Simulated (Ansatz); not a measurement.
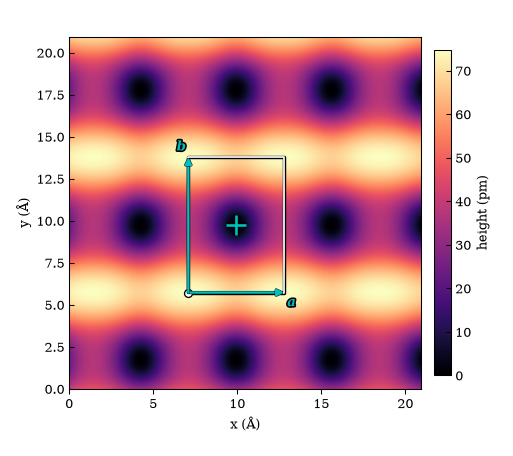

Constant-current image at a set point of 8.0 × 10⁻⁶ e/Å³, sample bias −1.00 V, of Mo(110) (Fm-3m bulk, 6 atomic planes (those closer than 0.6 Å count as one), 7 Å) with one defect or adsorbate in every 2 × 2 cell; the cross marks its site, and a white outline, where drawn, is that cell.

Model: Tersoff–Hamann, s-wave tip, no tip–sample forces. Bias windows are sharp sums over the levels of the k mesh.

Computed with DFT PBEsol, scalar-relativistic, plane waves, PAW (Ansatz 0.2.0). Cutoff 420 eV, 11 × 8 k-points, Gaussian smearing 0.1 eV, dipole correction. The slab is a cut without reconstruction beyond its cell, at the source's lattice constants, with its lower half held fixed and the rest relaxed. The defects repeat every 5.7 Å and interact, so states at the Fermi level and the work function belong to this dense array. This isn't the element's usual bcc form. No spin polarisation. The run warns that the functional's potential is rough in the thin density of the vacuum, where the tip is; weak contrasts and barriers may feel it. On this mesh the free atoms still feel up to 0.14 eV/Å.

Question: The feature is an Mo vacancy. How does it appear?

Answer: Its site appears as a depression about 72 pm deep against the mean of the area farther than 3.9 Å from it. The brightest spots lie over the top Mo atoms away from the vacancy; the darkest points are over the sites above the Mo atoms 1.9 Å below the top plane.
